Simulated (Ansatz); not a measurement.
Run report: MoS$_{2}$, geometry relaxation (part 2 of 2)

MoS$_{2}$ (P6₃/mmc, 6 atoms in the cell); DFT PBE+D3(BJ), scalar-relativistic, plane waves, PAW, no spin polarisation (Ansatz 0.2.0); cutoff 420 eV, 6×6×2 k-mesh, Gaussian smearing of 0.1 eV. The structure derives from an entry of the Crystallography Open Database.

Geometry of the input (Å; fractional positions):
```
3.1610  0.0000  0.0000
-1.5805  2.7375  0.0000
0.0000  0.0000  12.2950
Mo 0.3333  0.6667  0.2500
Mo 0.6667  0.3333  0.7500
S  0.3333  0.6667  0.6275
S  0.6667  0.3333  0.1275
S  0.3333  0.6667  0.8725
S  0.6667  0.3333  0.3725
```

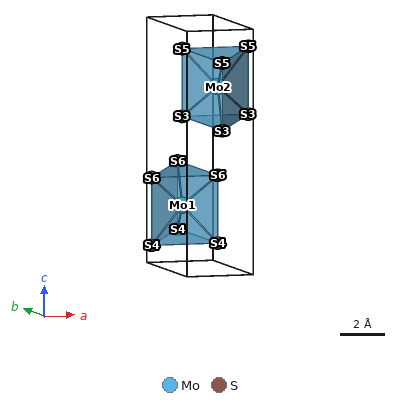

**Figure 1.** The geometry at step 2 of the log (polyhedral view of the cell of the calculation, seen at an oblique angle; polyhedra are completed across the faces of the cell; atoms are numbered from 1 in the order of the input).

## What the program printed, continued
```
SCF iter   1: F=—  HF=-13528.098207 eV  |F-HF|=—  |Δ(HF+E_count)|=         —  Δρ=9.41e-4  dr2=7.85e-4  ethr=1.80e-6  ⟨swp⟩=3.0  Hψ=2627  notcnv=0
preconditioner: auto → Resta (q_TF=auto, 2.431 Å⁻¹)  ε∞=8.8  [insulator: Δε(μ)=0.780 eV  Ē_g=7.833 eV  σ=0.100 eV  W_gap=1.00  n_scr=26 (ndim 8)  ℏωp=21.9 eV  f_vac=0.008  D(μ)=0.00/eV (n_scr^D=0)  ε∞_Penn≈8.8]
SCF iter   2: F=—  HF=-13528.098098 eV  |F-HF|=—  |Δ(HF+E_count)|=   1.09e-4  Δρ=5.29e-4  dr2=2.54e-4  ethr=1.51e-6  ⟨swp⟩=1.0  Hψ=448  notcnv=0
SCF iter   3: F=—  HF=-13528.098128 eV  |F-HF|=—  |Δ(HF+E_count)|=   3.00e-5  Δρ=7.63e-5  dr2=7.33e-6  ethr=4.88e-7  ⟨swp⟩=2.1  Hψ=651  notcnv=0
SCF iter   4: F=—  HF=-13528.098133 eV  |F-HF|=—  |Δ(HF+E_count)|=   5.12e-6  Δρ=1.69e-5  dr2=7.47e-7  ethr=1.41e-8  ⟨swp⟩=2.0  Hψ=680  notcnv=0
iter 5 did not close the SCF: its close was put off for the readings that it lacked (scf_convergence_deferred on its scf_iter line)
SCF iter   5: F=-13528.098133 eV  HF=-13528.098133 eV  |F-HF|=8.57e-8  |Δ(HF+E_count)|=   5.53e-7  Δρ=5.59e-6  dr2=4.83e-8  ethr=1.44e-9  ⟨swp⟩=2.0  Hψ=655  notcnv=0
SCF iter   6: F=-13528.098134 eV  HF=-13528.098134 eV  |F-HF|=3.40e-9  |Δ(HF+E_count)|=   1.01e-7  Δρ=1.10e-6  dr2=1.29e-9  ethr=9.30e-11  ⟨swp⟩=2.0  Hψ=1396  notcnv=0
SCF 4 converged in 6 iterations: F = -13528.098134 eV  dr2 = 1.29e-9
relax step   4: F+E_penalty+E_count = -13528.09813351 eV  Δ(F+E_penalty+E_count) = -2.627e-3 eV  max|allowed force component| = 4.790e-3 eV/Å  Δτ_max = 0.0074 Å  P = -0.105 GPa  Ω = 103.853 Å³  energy of the carried Pulay correction = +3.086e-4 eV  (6 SCF iters, dr2 threshold 6.00e-7 eV, accepted)
Basis set: ecut = 420 eV, 2009 PW (Γ), exchange–correlation on 48×48×162 points (8 copies of the dense FFT grid, shifted against one another)
Initial wavefunctions: pseudopotential atomic-orbital guess (no wavefunctions were taken with the density)
iter 1 solved again at ethr=1.30e-7 eV; its pass at ethr=3.10e-3 eV (dr2=6.76e-5 eV) is discarded
SCF iter   1: F=—  HF=-13528.097819 eV  |F-HF|=—  |Δ(HF+E_count)|=         —  Δρ=3.68e-5  dr2=1.99e-7  ethr=1.30e-7  ⟨swp⟩=3.7  Hψ=3313  notcnv=0
preconditioner: auto → Resta (q_TF=auto, 2.431 Å⁻¹)  ε∞=8.8  [insulator: Δε(μ)=0.781 eV  Ē_g=7.830 eV  σ=0.100 eV  W_gap=1.00  n_scr=26 (ndim 8)  ℏωp=21.9 eV  f_vac=0.009  D(μ)=0.00/eV (n_scr^D=0)  ε∞_Penn≈8.8]
SCF iter   2: F=—  HF=-13528.097821 eV  |F-HF|=—  |Δ(HF+E_count)|=   2.07e-6  Δρ=1.92e-5  dr2=5.09e-8  ethr=3.83e-10  ⟨swp⟩=2.1  Hψ=719  notcnv=0
iter 3 did not close the SCF: its close was put off for the readings that it lacked (scf_convergence_deferred on its scf_iter line)
SCF iter   3: F=-13528.097821 eV  HF=-13528.097821 eV  |F-HF|=3.95e-10  |Δ(HF+E_count)|=   4.67e-8  Δρ=1.02e-6  dr2=3.51e-10  ethr=9.79e-11  ⟨swp⟩=2.3  Hψ=805  notcnv=0
iter 4 did not close the SCF: its close was put off for the readings that it lacked (scf_convergence_deferred on its scf_iter line)
SCF iter   4: F=-13528.097821 eV  HF=-13528.097821 eV  |F-HF|=2.55e-11  |Δ(HF+E_count)|=  4.15e-10  Δρ=2.07e-7  dr2=6.24e-11  ethr=1.00e-12  ⟨swp⟩=2.0  Hψ=642  notcnv=0
iter 5 did not close the SCF: its close was put off for the readings that it lacked (scf_convergence_deferred on its scf_iter line)
SCF iter   5: F=-13528.097821 eV  HF=-13528.097821 eV  |F-HF|=1.46e-11  |Δ(HF+E_count)|=  5.46e-11  Δρ=6.12e-8  dr2=6.75e-12  ethr=1.00e-12  ⟨swp⟩=1.1  Hψ=449  notcnv=0
iter 6 did not close the SCF: its close was put off for the readings that it lacked (scf_convergence_deferred on its scf_iter line)
SCF iter   6: F=-13528.097821 eV  HF=-13528.097821 eV  |F-HF|=0.00e0  |Δ(HF+E_count)|=  1.09e-11  Δρ=2.05e-8  dr2=6.49e-13  ethr=1.00e-12  ⟨swp⟩=1.0  Hψ=448  notcnv=0
SCF iter   7: F=-13528.097821 eV  HF=-13528.097821 eV  |F-HF|=7.28e-12  |Δ(HF+E_count)|=  3.64e-12  Δρ=2.94e-9  dr2=1.14e-14  ethr=1.00e-12  ⟨swp⟩=1.1  Hψ=953  notcnv=0
SCF 5 converged in 7 iterations: F = -13528.097821 eV  dr2 = 1.14e-14
relax step   5: F+E_penalty+E_count = -13528.09782141 eV  Δ(F+E_penalty+E_count) = +3.121e-4 eV  max|allowed force component| = 4.740e-3 eV/Å  Δτ_max = 0.0000 Å  P = -0.105 GPa  Ω = 103.853 Å³  stress off target by 1.40e-1 GPa  SCF on the basis re-selected at this cell (its energy is not comparable with the rows above)  (7 SCF iters)
basis re-selected at this cell: Δ(F+E_penalty+E_count) = +3.121e-4 eV, ΔP = -0.000 GPa vs the last step (what re-selecting the basis moved, of the pressure what is left beyond the Pulay correction that the steps carried, after the strain that the cell walked since its last selection, with what the two solves' SCF thresholds leave and, on support functions, any second-order correction that the steps lacked; it is no measure of the basis error at this ecutwfc). The dense FFT grid was sized anew with the basis: this SCF ran on 24×24×81 points, the steps before it on 24×24×90, so part of this shift can come from that change (see relax.cell in the input reference). This SCF's stress stands 1.40e-1 GPa from its target on what of the cell is left free (relax.cell.stress_tol is 5.00e-1 GPa) and its largest allowed force component is 4.74e-3 eV/Å (relax.f_tol is 5.00e-2 eV/Å): within both
SCF converged after 7 iterations
Free energy (F): -13528.097821 eV
Harris-Foulkes:  -13528.097821 eV  (|F-HF|=7.28e-12)
Internal energy: -13528.097821 eV  (E = F + TS)
E sigma→0 (E₀):  -13528.097821 eV
Fermi energy:    11.853239 eV
--- Per-component energies (eV) ---
  E_band       = -286.735381
  E_kinetic    = 1314.357594
  E_local      = -3755.627741  (includes V_loc(G=0)·N_el)
  E_nonlocal   = 398.551783
  E_hartree    = 1437.118723
  E_xc         = -758.020249
  E_vxc        = -811.414962  (∫ρ·V_xc dr)
  E_paw        = -8803.185000  (= ΣΔE_a)
  E_vpaw       = -306.839579  (= ΣTr[D̂ρ^β])
  E_aug_tail   = 0.000082  (compensation charges beyond the density's cutoff)
  E_ewald      = -3358.667469
  E_disp       = -2.625545  (pairwise vdW)
  E_smearing   = -0.000000  (= −TS)
  E_closure    = 0.000000  (closes the sum)
  Σ components = -13528.097821   (vs F -13528.097821, Δ=0.00e0)
--- Forces (eV/Å), atoms counted from 1 ---
  atom   1  Mo    -0.00000000    -0.00000000     0.00000000
  atom   2  Mo    -0.00000000     0.00000000     0.00000000
  atom   3  S      0.00000000     0.00000000     0.00474009
  atom   4  S     -0.00000000    -0.00000000     0.00474009
  atom   5  S      0.00000000     0.00000000    -0.00474009
  atom   6  S     -0.00000000    -0.00000000    -0.00474009
  max |Σ_I F_I| component: 1.39e-17 eV/Å
--- Stress (GPa, compression-positive) ---
       -0.139914      -0.000000       0.000000
        0.000000      -0.139914       0.000000
        0.000000       0.000000      -0.035602
  P = ⅓ Tr σ = -0.1051 GPa (-1.051 kbar)
--- Band table (eV; the first three rows and the last of 14) ---
  k-point 0: bands = ["-50.0832", "-50.0832", "-24.2457", "-24.2455", "-23.9997", "-23.9997", "-23.9997", "-23.9997", "-3.6623", "-3.3158", "-2.4638", "-1.9016", "4.3905", "5.6039", "7.7606", "8.1394", "8.1394", "8.1567", "8.1567", "9.2438", "9.2438", "9.3054", "9.3054", "10.1883", "10.3716", "11.4739", "13.5465", "13.5465", "13.5823", "13.5823", "13.6869", "13.6869"]
  k-point 1: bands = ["-50.0832", "-50.0832", "-24.2456", "-24.2456", "-23.9997", "-23.9997", "-23.9997", "-23.9997", "-3.5217", "-3.5217", "-2.1542", "-2.1542", "4.8912", "4.8912", "8.1479", "8.1479", "8.1479", "8.1479", "8.7970", "8.7970", "9.2746", "9.2746", "9.2746", "9.2746", "11.2084", "11.2084", "13.5500", "13.5500", "13.5500", "13.5500", "13.8125", "13.8125"]
  k-point 2: bands = ["-50.0726", "-50.0726", "-24.2247", "-24.2246", "-24.1052", "-24.1052", "-24.0237", "-24.0237", "-3.2458", "-2.9093", "-2.2589", "-1.7609", "4.8349", "6.0047", "7.1309", "7.3278", "7.4144", "8.1406", "8.5453", "8.5910", "8.6652", "8.7452", "9.3436", "10.1758", "10.3103", "10.6291", "12.9263", "13.2630", "13.3167", "13.5261", "13.5461", "13.6499"]
  k-point 13: bands = ["-50.0349", "-50.0349", "-24.3100", "-24.3100", "-24.2631", "-24.2631", "-24.1508", "-24.1508", "-1.2315", "-1.2315", "-1.2051", "-1.2051", "5.1979", "5.1979", "5.9860", "5.9860", "6.5838", "6.5838", "6.8850", "6.8850", "8.0034", "8.0034", "8.5015", "8.5015", "10.7122", "10.7122", "12.5240", "12.5240", "13.6841", "13.6841", "14.3362", "14.3362"]
--- Relaxed structure (4 steps of the walk, 3 accepted, 1 SCFs on fresh bases) ---
  F+E_penalty+E_count = -13528.09782141 eV   max|allowed force component| = 4.740e-3 eV/Å   (the final SCF, on the basis selected at the relaxed cell)
  cell:  # Å, volume = 103.8533 Å³
    - [3.1505063356890544, 0.0, 0.0]
    - [-1.5752531678445272, 2.728418521490546, 0.0]
    - [0.0, 0.0, 12.081726647932937]
  atoms:
    - { symbol: Mo, position: [0.33333333333333326, 0.6666666666666665, 0.24999999999999997] }
    - { symbol: Mo, position: [0.6666666666666665, 0.33333333333333326, 0.7499999999999999] }
    - { symbol: S, position: [0.33333333333333326, 0.6666666666666665, 0.6204028224657268] }
    - { symbol: S, position: [0.6666666666666665, 0.33333333333333326, 0.1204028224657268] }
    - { symbol: S, position: [0.33333333333333326, 0.6666666666666665, 0.8795971775342732] }
    - { symbol: S, position: [0.6666666666666665, 0.33333333333333326, 0.3795971775342731] }
```

## Trajectory as extended XYZ (Å, eV, eV/Å), 5 frames, from step=1 to step=5
```
6
Lattice="3.1610 0.0000 0.0000 -1.5805 2.7375 0.0000 0.0000 0.0000 12.2950" Properties=species:S:1:pos:R:3:forces:R:3 step=1 energy=-13527.94946 pressure_GPa=4.94
Mo    0.0000    1.8250    3.0737    0.0000   0.0000   0.0000
Mo    1.5805    0.9125    9.2212    0.0000   0.0000   0.0000
S     0.0000    1.8250    7.7151    0.0000   0.0000  -1.2250
S     1.5805    0.9125    1.5676    0.0000   0.0000  -1.2250
S     0.0000    1.8250   10.7274    0.0000   0.0000   1.2250
S     1.5805    0.9125    4.5799    0.0000   0.0000   1.2250
6
Lattice="3.0723 0.0000 0.0000 -1.5362 2.6607 0.0000 0.0000 0.0000 11.7577" Properties=species:S:1:pos:R:3:forces:R:3 step=2 energy=-13527.89010 pressure_GPa=2.62 accepted=F
Mo    0.0000    1.7738    2.9394    0.0000   0.0000   0.0000
Mo    1.5362    0.8869    8.8183    0.0000   0.0000   0.0000
S     0.0000    1.7738    7.1938    0.0000   0.0000   0.7891
S     1.5362    0.8869    1.3149    0.0000   0.0000   0.7891
S     0.0000    1.7738   10.4428    0.0000   0.0000  -0.7891
S     1.5362    0.8869    4.5639    0.0000   0.0000  -0.7891
6
Lattice="3.1501 0.0000 0.0000 -1.5750 2.7281 0.0000 0.0000 0.0000 12.1882" Properties=species:S:1:pos:R:3:forces:R:3 step=3 energy=-13528.09551 pressure_GPa=-0.80
Mo    0.0000    1.8187    3.0470    0.0000   0.0000   0.0000
Mo    1.5750    0.9094    9.1411    0.0000   0.0000   0.0000
S     0.0000    1.8187    7.5690    0.0000   0.0000   0.1031
S     1.5750    0.9094    1.4749    0.0000   0.0000   0.1031
S     0.0000    1.8187   10.7133    0.0000   0.0000  -0.1031
S     1.5750    0.9094    4.6192    0.0000   0.0000  -0.1031
6
Lattice="3.1505 0.0000 0.0000 -1.5753 2.7284 0.0000 0.0000 0.0000 12.0817" Properties=species:S:1:pos:R:3:forces:R:3 step=4 energy=-13528.09813 pressure_GPa=-0.10
Mo    0.0000    1.8189    3.0204    0.0000   0.0000   0.0000
Mo    1.5753    0.9095    9.0613    0.0000   0.0000   0.0000
S     0.0000    1.8189    7.4955    0.0000   0.0000   0.0048
S     1.5753    0.9095    1.4547    0.0000   0.0000   0.0048
S     0.0000    1.8189   10.6271    0.0000   0.0000  -0.0048
S     1.5753    0.9095    4.5862    0.0000   0.0000  -0.0048
6
Lattice="3.1505 0.0000 0.0000 -1.5753 2.7284 0.0000 0.0000 0.0000 12.0817" Properties=species:S:1:pos:R:3:forces:R:3 step=5 energy=-13528.09782 pressure_GPa=-0.11
Mo    0.0000    1.8189    3.0204    0.0000   0.0000   0.0000
Mo    1.5753    0.9095    9.0613    0.0000   0.0000   0.0000
S     0.0000    1.8189    7.4955    0.0000   0.0000   0.0047
S     1.5753    0.9095    1.4547    0.0000   0.0000   0.0047
S     0.0000    1.8189   10.6271    0.0000   0.0000  -0.0047
S     1.5753    0.9095    4.5862    0.0000   0.0000  -0.0047
```

## Summary

| quantity | value |
| --- | --- |
| outcome | converged |
| space group (tolerance 0.01 Å) | P6₃/mmc (194) |
| electrons treated | 52 |
| free energy | −13528.0978 eV |
| Fermi energy | 11.853 eV |
| gap on the k-point mesh | 0.78 eV |
| pressure | −0.11 GPa |
| final volume | 103.85 Å³ |
| largest force (length of the vector) at the end | 0.005 eV/Å |
| final cell | a = 3.151 Å, b = 3.151 Å, c = 12.082 Å, α = 90.00°, β = 90.00°, γ = 120.00° |
| hardware | 2 threads of Intel Xeon @ 2.50GHz (Skylake/Cascade Lake), 16 GiB of memory available, shared host |
| wall time | 7.4 s (CPU time 14 s) |
| peak memory | 0.44 GiB |
